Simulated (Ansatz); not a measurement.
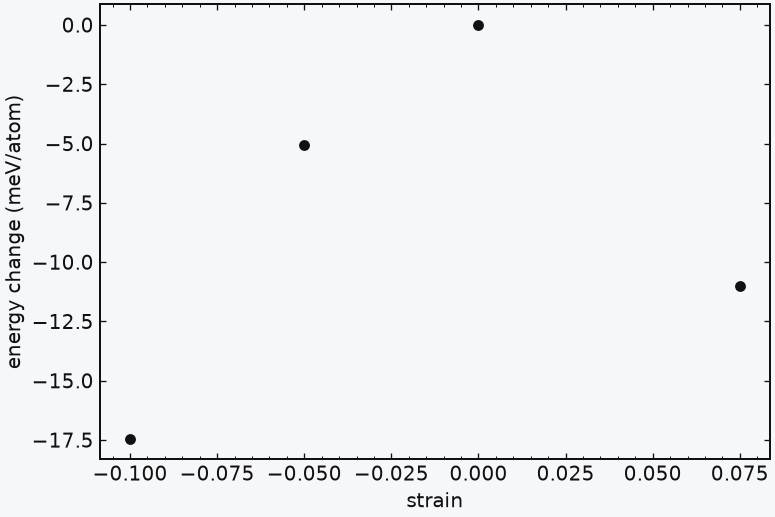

**Figure.** Energy change against strain for Mo, space group Fm-3m (No. 225).

The energy falls on both sides, so the starting structure is a maximum along this path and is unstable to this distortion. The energy change is −17.45 meV/atom at strain −0.100 and −11.00 meV/atom at 0.075; the lowest computed point is at strain −0.100 (−17.45 meV/atom), at the edge of the range, so the minimum may lie beyond it; the curve passes over a maximum at 0.000 (0.00 meV/atom).

Calculation (Ansatz 0.2.0): homogeneous strain of a crystal along one Voigt pattern with engineering shear, fractional coordinates fixed, by plane-wave density functional theory with PAW datasets, free energies less that of the undisturbed cell; scalar-relativistic. Level: LDA, no spin polarisation.

- wave cutoff: 420 eV
- k mesh: 20×20×20
- occupations: Gaussian
- smearing width: 0.15 eV
- k shift: (0, 0, 0) (mesh steps)
- start: as given
- strain pattern: (0, 0, 0, 1, 0, 0) (xx yy zz yz xz xy with engineering shear)

Starting cell:
```xyz
1
Lattice="0.0000 2.0150 2.0150 2.0150 0.0000 2.0150 2.0150 2.0150 0.0000" Properties=species:S:1:pos:R:3 pbc="T T T"
Mo    0.0000    0.0000    0.0000
```

Caveats: reference crystal is not relaxed.
